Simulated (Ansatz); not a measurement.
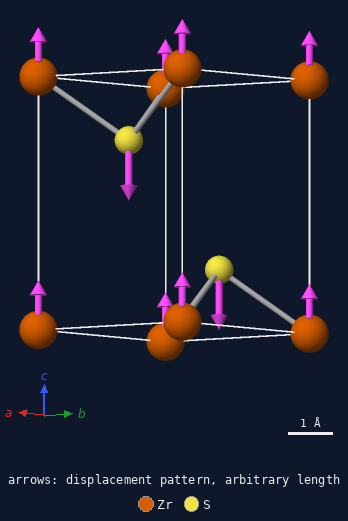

Normal modes of solid ZrS₂, space group P-3m1 (No. 164), at the zone centre. The optical levels lie at 159 (×2), 250 (×2), 313, 323 cm⁻¹. One mode is drawn. The pink arrows are the displacements of the atoms (eigenvector over the root of the mass), of arbitrary overall length and sign. The picture is a ball-and-stick view of the cell of the calculation, seen from a free direction.

Computed with Ansatz, DFT PBEsol, scalar-relativistic, plane waves, PAW. Set-up: plane-wave cutoff 420 eV; k-point mesh 12 × 12 × 6; occupations fixed; no spin polarisation.

Frequencies are those without the non-analytic (LO–TO) term.

To which level does it belong?

Answer. The level at 323 cm⁻¹. This is the A₂u mode, the highest optical level, infrared-active by symmetry. The S sublattice moves against the Zr sublattice, along c; the kinetic energy is shared as S 59 %, Zr 41 %. Its infrared intensity is 2.3 (D/Å)²/amu.
